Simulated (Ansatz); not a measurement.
Given this structure:

```yaml
crystal:
  lattice:
    - [2.85969, 0.00000, 0.00000]
    - [0.00000, 2.85969, 0.00000]
    - [0.00000, 0.00000, 3.67800]
  atoms:
    - { symbol: Al, position: [0.00000, 0.00000, 0.50000] }
    - { symbol: N, position: [0.00000, 0.00000, 0.00000] }
    - { symbol: Al, position: [0.50000, 0.50000, 0.00000] }
    - { symbol: N, position: [0.50000, 0.50000, 0.50000] }
```

Question: What would you see if this were drawn?

Answer: The material is AlN. It is body-centred tetragonal, space group I4/mmm (No. 139). With Z = 2, the cell contains 2 Al, 2 N. The polyhedra are AlN6 octahedra; they share corners and edges. Al is linked to six N in a distorted octahedral arrangement at 1.84 to 2.02 Å. The neighbours of N are six Al in a distorted octahedral arrangement at 1.84 to 2.02 Å. The bonds build a three-dimensional framework.

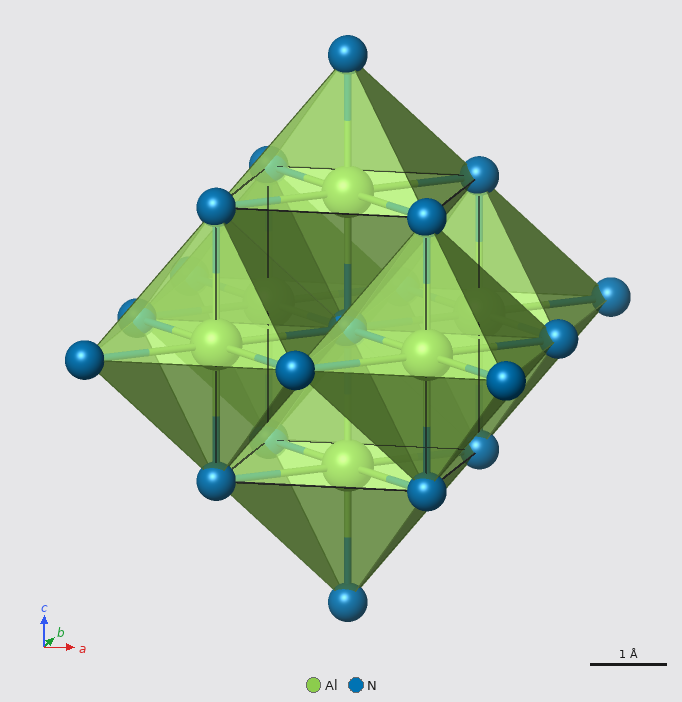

The structure above is drawn in polyhedral style and viewed slightly off an axis. The edges of the conventional unit cell are marked. A few atoms beyond the faces are included.

The model was built from a structure listed in the Materials Project. The cell was then strained or its atoms displaced on purpose. It went into a calculation with Ansatz.

At this level of theory the cell isn't at rest (compressed, at 42 GPa), so its distances can differ from those at equilibrium, the more so the softer the solid.
